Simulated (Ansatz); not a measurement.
## Two runs on CoO

System: CoO (2 atoms in the cell).
Method of run A: DFT PBEsol, scalar-relativistic, plane waves, PAW, spin-polarised (Ansatz 0.2.0).

The structure was built on a prototype by a generator; it need not be a known phase. Text and figures count atoms from 1; the logs count them from 0 in places.

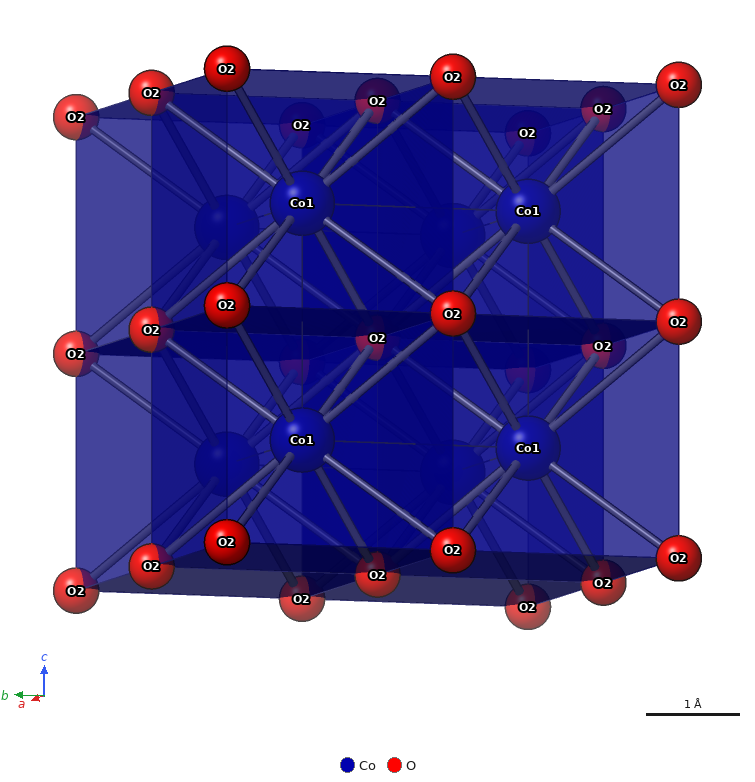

**Figure 1.** The structure as given in the input (polyhedral view of the cell of the calculation, seen at an oblique angle; polyhedra are completed across the faces of the cell; atoms are numbered from 1 in the order of the input). An atom can appear more than once, as a periodic image.

Input, run A:
```yaml
crystal:
  lattice:
    - [2.5724609762, 0.0, 0.0]
    - [0.0, 2.5724609762, 0.0]
    - [0.0, 0.0, 2.5724609762]
  atoms:
    - { symbol: Co, position: [0.0, 0.0, 0.0], spin: 3.0 }
    - { symbol: O, position: [0.5, 0.5, 0.5] }
basis:
  ecutwfc: 420
kpoints:
  mp_grid: { grid: [16, 16, 16] }
hamiltonian:
  xc: pbesol
scf:
  occupations: { method: gaussian, width: 0.1 }
  lower_state_search: "off"
output:
  forces: true
  stress: true
  eigenvalues: true
  populations: true
magnetization:
  spin_polarized: true
```

Launched with:
```bash
ansatz run input.yaml --threads 1 --pin off --max-ram 2560MiB --backend cpu --events-out ev --progress --plain --runs-dir out
```

Hardware: 1 thread of Intel Xeon @ 2.50GHz (Skylake/Cascade Lake), 189 GiB of memory available, shared host.

Output, shortened to warnings, some set-up lines, iterations and results (run A):
```
Basis set: ecut = 420 eV, 341 PW (Γ), exchange–correlation on 36×36×36 points (8 copies of the dense FFT grid, shifted against one another)
Symmetry: 48 space group operations
k-points: 165 of 4096
Initial density: superposition of atomic densities (chi_scale 0.1, normalization cell, long waves kept (reshape's long-wave potential 0.00 eV rms))
[...]
SCF iter   1: F=—  HF=-5655.589804 eV  |F-HF|=—  |Δ(HF+E_count)|=         —  Δρ=5.17e-1 (↑1.64e-1 ↓5.17e-1)  dr2=5.22e1  dr2_m=9.16e0  M=0.656 μB ∫|m|=0.700 μB  β_m=0.30  …
SCF iter   2: F=—  HF=-5652.581611 eV  |F-HF|=—  |Δ(HF+E_count)|=    3.01e0  Δρ=1.32e-1 (↑1.32e-1 ↓1.21e-1)  dr2=5.38e0  dr2_m=1.18e-1  M=3.007 μB ∫|m|=3.007 μB  β_m=0.30  …
SCF iter   3: F=—  HF=-5651.700294 eV  |F-HF|=—  |Δ(HF+E_count)|=   8.81e-1  Δρ=7.26e-2 (↑7.26e-2 ↓5.29e-2)  dr2=1.19e0  dr2_m=1.08e-1  M=3.000 μB ∫|m|=3.001 μB  β_m=0.30  …
SCF iter   4: F=—  HF=-5651.707341 eV  |F-HF|=—  |Δ(HF+E_count)|=   7.05e-3  Δρ=1.07e-1 (↑2.99e-2 ↓1.07e-1)  dr2=1.44e0  dr2_m=6.28e-1  M=2.520 μB ∫|m|=2.524 μB  β_m=0.24  …
SCF iter   5: F=—  HF=-5651.599031 eV  |F-HF|=—  |Δ(HF+E_count)|=   1.08e-1  Δρ=3.75e-2 (↑3.75e-2 ↓2.72e-2)  dr2=1.31e-1  dr2_m=9.21e-2  M=2.998 μB ∫|m|=3.000 μB  β_m=0.22  …
SCF iter   6: F=—  HF=-5651.651671 eV  |F-HF|=—  |Δ(HF+E_count)|=   5.26e-2  Δρ=2.18e-2 (↑2.18e-2 ↓1.91e-2)  dr2=2.24e-2  dr2_m=4.79e-2  M=2.996 μB ∫|m|=3.002 μB  β_m=0.27  …
SCF iter   7: F=—  HF=-5651.697839 eV  |F-HF|=—  |Δ(HF+E_count)|=   4.62e-2  Δρ=8.59e-3 (↑8.59e-3 ↓7.82e-3)  dr2=2.37e-3  dr2_m=9.00e-3  M=3.000 μB ∫|m|=3.017 μB  β_m=0.41  …
SCF iter   8: F=—  HF=-5651.706601 eV  |F-HF|=—  |Δ(HF+E_count)|=   8.76e-3  Δρ=1.23e-3 (↑1.12e-3 ↓1.23e-3)  dr2=1.90e-4  dr2_m=1.45e-4  M=3.000 μB ∫|m|=3.027 μB  β_m=0.46  …
SCF iter   9: F=—  HF=-5651.706646 eV  |F-HF|=—  |Δ(HF+E_count)|=   4.52e-5  Δρ=6.21e-4 (↑6.21e-4 ↓6.05e-4)  dr2=3.76e-5  dr2_m=3.66e-5  M=3.000 μB ∫|m|=3.029 μB  β_m=0.73  …
SCF iter  10: F=—  HF=-5651.706682 eV  |F-HF|=—  |Δ(HF+E_count)|=   3.60e-5  Δρ=5.17e-4 (↑1.65e-4 ↓5.17e-4)  dr2=5.06e-5  dr2_m=8.00e-6  M=3.000 μB ∫|m|=3.029 μB  β_m=0.86  …
SCF iter  11: F=—  HF=-5651.706681 eV  |F-HF|=—  |Δ(HF+E_count)|=   1.70e-6  Δρ=9.50e-5 (↑6.75e-5 ↓9.50e-5)  dr2=4.95e-7  dr2_m=9.29e-7  M=3.000 μB ∫|m|=3.030 μB  β_m=0.89  …
SCF iter  12: F=—  HF=-5651.706681 eV  |F-HF|=—  |Δ(HF+E_count)|=   1.81e-7  Δρ=7.11e-5 (↑4.80e-5 ↓7.11e-5)  dr2=4.69e-7  dr2_m=4.68e-7  M=3.000 μB ∫|m|=3.030 μB  β_m=0.95  …
SCF iter  13: F=-5651.706681 eV  HF=-5651.706681 eV  |F-HF|=8.61e-9  |Δ(HF+E_count)|=  7.65e-10  Δρ=1.16e-5 (↑4.79e-6 ↓1.16e-5)  dr2=1.38e-8  dr2_m=3.91e-9  M=3.000 μB …
SCF 1 converged in 13 iterations: F = -5651.706681 eV  dr2 = 1.38e-8
SCF converged after 13 iterations
Magnetization: 3.0000 μB (13.0000 up, 10.0000 down)
Absolute magnetization: 3.0297 μB (∫|ρ↑−ρ↓|, with the PAW one-centre terms)
Spin contamination: 0.0082 ħ² per cell (⟨S²⟩ above its minimum at these occupations)
Per-site moments (μB) at R_I (Å): [(2.4721051728139822, 0.9189743291987429), (0.48560626929921846, 0.9189743291987429)]
Free energy (F): -5651.706681 eV
Harris-Foulkes:  -5651.706681 eV  (|F-HF|=8.61e-9)
Internal energy: -5651.697343 eV  (E = F + TS)
E sigma→0 (E₀):  -5651.702012 eV
Entropy (-TS):   -0.009338 eV (-4.669 meV/atom)
Fermi energy:    16.031822 eV
--- Per-component energies (eV) ---
  E_band       = -256.682224
  E_kinetic    = 619.763635
  E_local      = -3193.729624  (includes V_loc(G=0)·N_el)
  E_nonlocal   = 514.552556
  E_hartree    = 1311.494249
  E_xc         = -227.496926
  E_vxc        = -293.940893  (∫ρ·V_xc dr)
  E_paw        = -1637.795770  (= ΣΔE_a)
  E_vpaw       = -526.311933  (= ΣTr[D̂ρ^β])
  E_aug_tail   = 0.002505  (compensation charges beyond the density's cutoff)
  E_ewald      = -3038.711674
  E_core_change = 0.223707  (= ΣΔE_core)
  E_smearing   = -0.009338  (= −TS)
  E_closure    = -0.000000  (closes the sum)
  Σ components = -5651.706681   (vs F -5651.706681, Δ=0.00e0)
--- Forces (eV/Å), atoms counted from 1 ---
  atom   1  Co    -0.00000000    -0.00000000     0.00000000
  atom   2  O     -0.00000000    -0.00000000    -0.00000000
  max |Σ_I F_I| component: 3.75e-30 eV/Å
--- Stress (GPa, compression-positive) ---
        0.010734      -0.000000       0.000000
        0.000000       0.010734       0.000000
        0.000000       0.000000       0.010734
  P = ⅓ Tr σ = 0.0107 GPa (0.107 kbar)
--- Löwdin populations: 2 sites ---
  site symbol       q [e]    m [muB]
     0     Co     15.9903     2.4456
     1      O      6.8723     0.5679
  spilling = 0.005973 (of n_electrons = 23.000000)
```

For run B the input was changed thus:
```diff
-    - [2.5724609762, 0.0, 0.0]
-    - [0.0, 2.5724609762, 0.0]
-    - [0.0, 0.0, 2.5724609762]
+    - [2.5580026086, 0.0, 0.0]
+    - [0.0, 2.5580026086, 0.0]
+    - [0.0, 0.0, 2.5580026086]
-  mp_grid: { grid: [16, 16, 16] }
+  mp_grid: { grid: [8, 8, 8] }
```

What does this change do to the results?

With the same functional and potentials, run B lies 3.1 meV per atom higher (other lines of the input change too). The pressure goes from 0.01 to 4.16 GPa. The volume per atom goes from 8.51 to 8.37 Å³. The number of SCF iterations is the same. The irreducible k-points go from 165 to 35. On the same kind of shared host run B took about 0.24 times as long.

Output, shortened to warnings, some set-up lines, iterations and results (run B):
```
Basis set: ecut = 420 eV, 341 PW (Γ), exchange–correlation on 36×36×36 points (8 copies of the dense FFT grid, shifted against one another)
Symmetry: 48 space group operations
k-points: 35 of 512
Initial density: superposition of atomic densities (chi_scale 0.1, normalization cell, long waves kept (reshape's long-wave potential 0.00 eV rms))
[...]
SCF iter   1: F=—  HF=-5655.443108 eV  |F-HF|=—  |Δ(HF+E_count)|=         —  Δρ=5.09e-1 (↑1.61e-1 ↓5.09e-1)  dr2=4.92e1  dr2_m=8.84e0  M=0.696 μB ∫|m|=0.733 μB  β_m=0.30  …
SCF iter   2: F=—  HF=-5652.468889 eV  |F-HF|=—  |Δ(HF+E_count)|=    2.97e0  Δρ=1.28e-1 (↑1.28e-1 ↓1.14e-1)  dr2=4.78e0  dr2_m=1.18e-1  M=3.004 μB ∫|m|=3.004 μB  β_m=0.30  …
SCF iter   3: F=—  HF=-5651.679336 eV  |F-HF|=—  |Δ(HF+E_count)|=   7.90e-1  Δρ=7.10e-2 (↑7.10e-2 ↓4.94e-2)  dr2=1.03e0  dr2_m=1.11e-1  M=3.000 μB ∫|m|=3.000 μB  β_m=0.30  …
SCF iter   4: F=—  HF=-5651.688621 eV  |F-HF|=—  |Δ(HF+E_count)|=   9.28e-3  Δρ=1.01e-1 (↑2.96e-2 ↓1.01e-1)  dr2=1.20e0  dr2_m=5.71e-1  M=2.548 μB ∫|m|=2.551 μB  β_m=0.24  …
SCF iter   5: F=—  HF=-5651.599570 eV  |F-HF|=—  |Δ(HF+E_count)|=   8.91e-2  Δρ=3.72e-2 (↑3.72e-2 ↓2.58e-2)  dr2=1.17e-1  dr2_m=8.83e-2  M=2.991 μB ∫|m|=2.993 μB  β_m=0.23  …
SCF iter   6: F=—  HF=-5651.650830 eV  |F-HF|=—  |Δ(HF+E_count)|=   5.13e-2  Δρ=2.13e-2 (↑2.13e-2 ↓1.80e-2)  dr2=2.09e-2  dr2_m=4.35e-2  M=2.987 μB ∫|m|=2.992 μB  β_m=0.28  …
SCF iter   7: F=—  HF=-5651.693110 eV  |F-HF|=—  |Δ(HF+E_count)|=   4.23e-2  Δρ=8.17e-3 (↑8.17e-3 ↓7.57e-3)  dr2=2.51e-3  dr2_m=8.17e-3  M=2.997 μB ∫|m|=3.013 μB  β_m=0.41  …
SCF iter   8: F=—  HF=-5651.700403 eV  |F-HF|=—  |Δ(HF+E_count)|=   7.29e-3  Δρ=2.07e-3 (↑1.56e-3 ↓2.07e-3)  dr2=5.33e-4  dr2_m=3.62e-4  M=2.999 μB ∫|m|=3.024 μB  β_m=0.46  …
SCF iter   9: F=—  HF=-5651.700420 eV  |F-HF|=—  |Δ(HF+E_count)|=   1.74e-5  Δρ=1.03e-3 (↑1.03e-3 ↓7.08e-4)  dr2=1.60e-5  dr2_m=1.06e-4  M=2.999 μB ∫|m|=3.025 μB  β_m=0.73  …
SCF iter  10: F=—  HF=-5651.700462 eV  |F-HF|=—  |Δ(HF+E_count)|=   4.17e-5  Δρ=3.36e-4 (↑2.96e-4 ↓3.36e-4)  dr2=1.32e-6  dr2_m=1.46e-5  M=3.000 μB ∫|m|=3.026 μB  β_m=0.87  …
SCF iter  11: F=—  HF=-5651.700468 eV  |F-HF|=—  |Δ(HF+E_count)|=   6.36e-6  Δρ=1.97e-4 (↑1.01e-4 ↓1.97e-4)  dr2=5.44e-6  dr2_m=2.44e-6  M=3.000 μB ∫|m|=3.027 μB  β_m=0.90  …
SCF iter  12: F=—  HF=-5651.700468 eV  |F-HF|=—  |Δ(HF+E_count)|=   6.04e-7  Δρ=1.20e-4 (↑7.77e-5 ↓1.20e-4)  dr2=1.15e-6  dr2_m=1.29e-6  M=3.000 μB ∫|m|=3.027 μB  β_m=0.88  …
SCF iter  13: F=-5651.700468 eV  HF=-5651.700468 eV  |F-HF|=1.73e-8  |Δ(HF+E_count)|=   6.17e-9  Δρ=1.43e-5 (↑6.81e-6 ↓1.43e-5)  dr2=3.02e-8  dr2_m=1.10e-8  M=3.000 μB …
SCF 1 converged in 13 iterations: F = -5651.700468 eV  dr2 = 3.02e-8
SCF converged after 13 iterations
Magnetization: 2.9996 μB (12.9998 up, 10.0002 down)
Absolute magnetization: 3.0267 μB (∫|ρ↑−ρ↓|, with the PAW one-centre terms)
Spin contamination: 0.0081 ħ² per cell (⟨S²⟩ above its minimum at these occupations)
Per-site moments (μB) at R_I (Å): [(2.4675475365846347, 0.9138092873227155), (0.48731429929473596, 0.9138092873227155)]
Free energy (F): -5651.700468 eV
Harris-Foulkes:  -5651.700468 eV  (|F-HF|=1.73e-8)
Internal energy: -5651.690021 eV  (E = F + TS)
E sigma→0 (E₀):  -5651.695244 eV
Entropy (-TS):   -0.010446 eV (-5.223 meV/atom)
Fermi energy:    16.414481 eV
--- Per-component energies (eV) ---
  E_band       = -249.077595
  E_kinetic    = 620.601288
  E_local      = -3167.711441  (includes V_loc(G=0)·N_el)
  E_nonlocal   = 514.694227
  E_hartree    = 1302.098187
  E_xc         = -227.769624
  E_vxc        = -294.309359  (∫ρ·V_xc dr)
  E_paw        = -1637.941673  (= ΣΔE_a)
  E_vpaw       = -526.559232  (= ΣTr[D̂ρ^β])
  E_aug_tail   = 0.002418  (compensation charges beyond the density's cutoff)
  E_ewald      = -3055.887110
  E_core_change = 0.223707  (= ΣΔE_core)
  E_smearing   = -0.010446  (= −TS)
  E_closure    = -0.000000  (closes the sum)
  Σ components = -5651.700468   (vs F -5651.700468, Δ=0.00e0)
--- Forces (eV/Å), atoms counted from 1 ---
  atom   1  Co    -0.00000000     0.00000000    -0.00000000
  atom   2  O      0.00000000     0.00000000     0.00000000
  max |Σ_I F_I| component: 1.39e-29 eV/Å
--- Stress (GPa, compression-positive) ---
        4.164822       0.000000       0.000000
        0.000000       4.164822       0.000000
        0.000000       0.000000       4.164822
  P = ⅓ Tr σ = 4.1648 GPa (41.648 kbar)
--- Löwdin populations: 2 sites ---
  site symbol       q [e]    m [muB]
     0     Co     15.9907     2.4419
     1      O      6.8724     0.5709
  spilling = 0.005950 (of n_electrons = 23.000000)
```

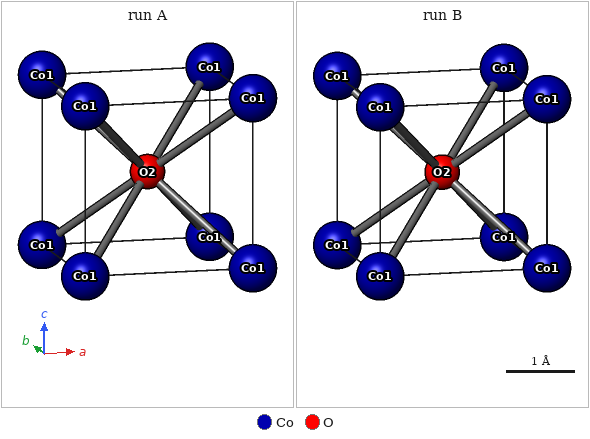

**Figure 2.** The two input geometries at one scale (ball-and-stick view of the cell of the calculation, seen slightly off an axis). No atom moves by more than 0.005 Å relative to the cell. Cell: a = b = c 2.572 → 2.558 Å (−0.6 %). Volume −1.7 %. Among the contacts that change: Co1–O2 2.228 → 2.215 Å.

The two runs side by side:

| quantity | run A | run B |
| --- | --- | --- |
| outcome | converged | converged |
| free energy per atom (eV) | −2825.8533 | −2825.8502 |
| energy per atom, smearing taken to zero (eV) | −2825.8510 | −2825.8476 |
| gap on the mesh (eV) | 0.00 | 0.00 |
| net moment of the cell (μB) | 3.00 | 3.00 |
| absolute moment of the cell (μB) | 3.03 | 3.03 |
| pressure (GPa) | 0.01 | 4.16 |
| volume per atom (Å³) | 8.51 | 8.37 |
| largest force (eV/Å) | 0.000 | 0.000 |
| SCF iterations | 13 | 13 |
| irreducible k-points | 165 | 35 |
| plane waves at Γ | 341 | 341 |
| wall time (shared host) | 24 s | 5.8 s |
